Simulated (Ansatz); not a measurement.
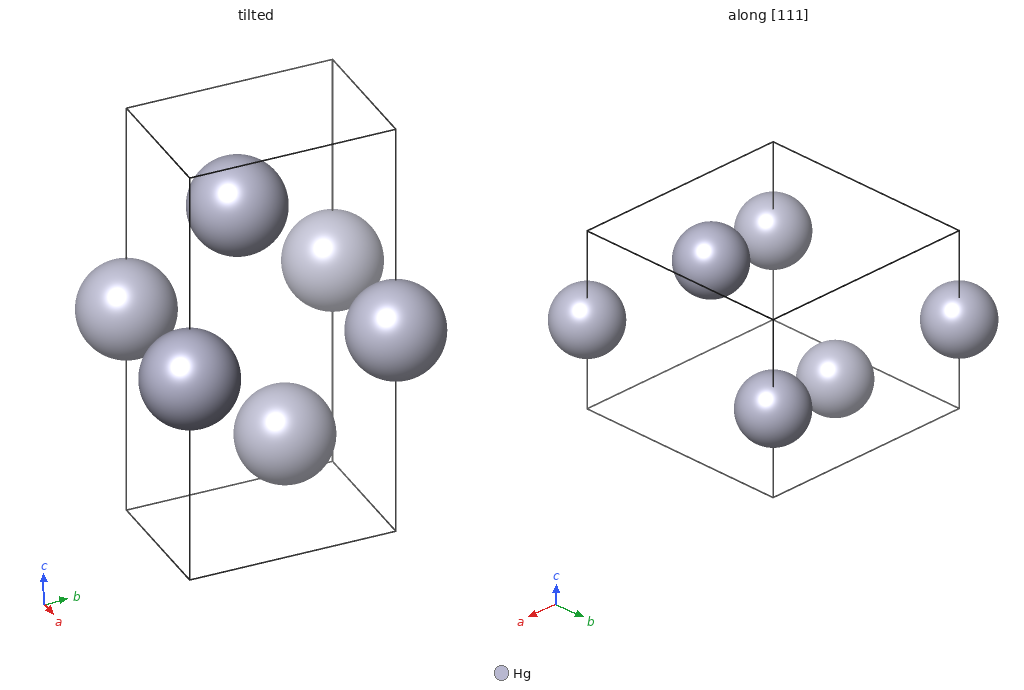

The crystal in a spheres-only representation, seen slightly off an axis and along [111]. The frame is the drawn cell (a repeat of the simulation cell); atoms at its boundary are shown with their periodic copies. Cell: a = 4.089 Å, b = 4.086 Å, c = 6.029 Å, α = 90.00°, β = 90.02°, γ = 119.98°.

Characterise what is shown.

The element is mercury. Within 0.01 Å the space group is R-3m (No. 166), rhombohedral (trigonal R). The cell holds three atoms.

The structure comes from a structure listed in the Materials Project. The final geometry of a relaxation with DFT PBE, scalar-relativistic, plane waves, PAW (Ansatz) is shown.
